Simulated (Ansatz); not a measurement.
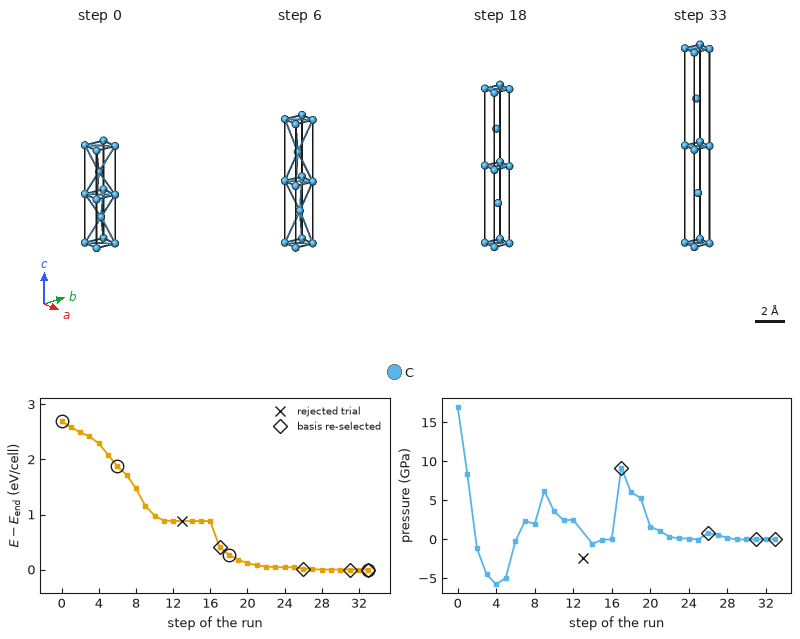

Frames of a relaxation of a crystal of C (a generated structure, set up in P6_3/mmc), marked on the history of the run. Style: ball-and-stick. Shown: the cell of the calculation, slightly off an axis.

Phase: dhcp.

The calculation used Ansatz 0.2.0, DFT, r2SCAN, plane waves (500 eV) with PAW, scalar-relativistic.

The input:
```yaml
crystal:
  lattice:
    - [2.1071951087, 0.0, 0.0]
    - [-1.0535975543, 1.8248844949, 0.0]
    - [0.0, 0.0, 6.882099225]
  atoms:
    - { symbol: C, position: [0.0, 0.0, 0.0] }
    - { symbol: C, position: [0.0, 0.0, 0.5] }
    - { symbol: C, position: [0.3333333333, 0.6666666667, 0.25] }
    - { symbol: C, position: [0.6666666667, 0.3333333333, 0.75] }
hamiltonian:
  xc: r2scan
  pseudopotentials:
    kind: paw
    azcp:
      C: "pseudopotentials/C.paw.azcp"
basis:
  ecutwfc: 500
  fft_grid_basis: typed
kpoints:
  mp_grid: { grid: [17, 17, 5], shift: [0, 0, 0] }
magnetization:
  spin_polarized: false
scf:
  occupations: { method: fermi_dirac, width: 0.1 }
relax:
  max_steps: 60
  f_tol: 0.01
  cell: {}
output:
  write_density: true
  write_potential: true
  elf: true
  volumetric_format: npy
```

Command:
```bash
ansatz run input.yaml --threads 1 --pin off --max-ram 3584MiB --backend cpu --events-out ev --progress --plain --runs-dir out
```

**Describe the path.**

Over 28 accepted moves (33 points after the start) the energy falls by 2.689 eV per cell of the calculation. All forces vanish by symmetry, so only the cell relaxes. Pressure: 17.03 GPa at the start and 0.00 GPa at the end. The line search rejected the trial step at point 13 of the run. The SCF was repeated 4 times at an unchanged geometry on a basis and grid sized afresh for the cell, which shifted the energy by 0.470 eV per cell of the calculation at most. No atom moves by more than 0.005 Å relative to the cell. The volume changes by +32.0 %, with a = b 2.107 → 1.714 Å (−18.7 %), c 6.882 → 13.730 Å (+99.5 %). Near-neighbour distances that change, for instance: C1–C3 2.107 → 3.572 Å, C1–C1 2.107 → 1.714 Å. The space group stays P6_3/mmc (No. 194). Cost: 4.1 min on 1 thread of Intel(R) Xeon(R) Platinum 8259CL CPU @ 2.50GHz (Skylake/Cascade Lake), with other jobs on the host, peak memory 0.64 GiB. From step 0 to 6: volume +7.9 %, energy −0.816 eV per cell of the calculation. From step 6 to 18: volume −3.3 %, energy −1.600 eV per cell of the calculation. From step 18 to 33: volume +26.5 %, energy −0.273 eV per cell of the calculation.
